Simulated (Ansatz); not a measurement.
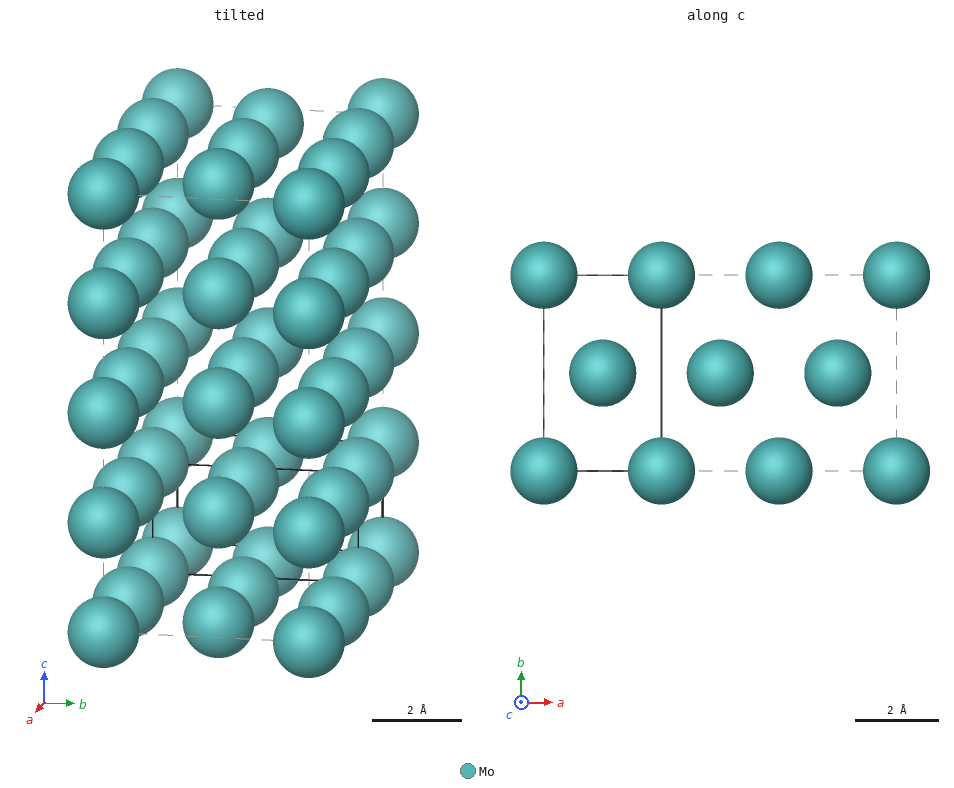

Spheres-only drawing of the structure, looking slightly off an axis and along the c axis. One conventional unit cell is drawn solid; the view covers 3×1×4 cells. Cell: a = 2.845 Å, b = 4.738 Å, c = 2.555 Å, α = 90.00°, β = 90.00°, γ = 90.00°.

Caption:

The element is molybdenum. It is base-centred orthorhombic, space group Cmmm (No. 65). The cell holds two atoms.

Starting structure: a structure listed in the Materials Project. The cell was then strained or its atoms displaced on purpose. It was run through Ansatz as a DFT input.

At this level of theory the run's own cell isn't at rest (stretched, at -8 GPa), so its distances can differ from those at equilibrium, the more so the softer the solid.
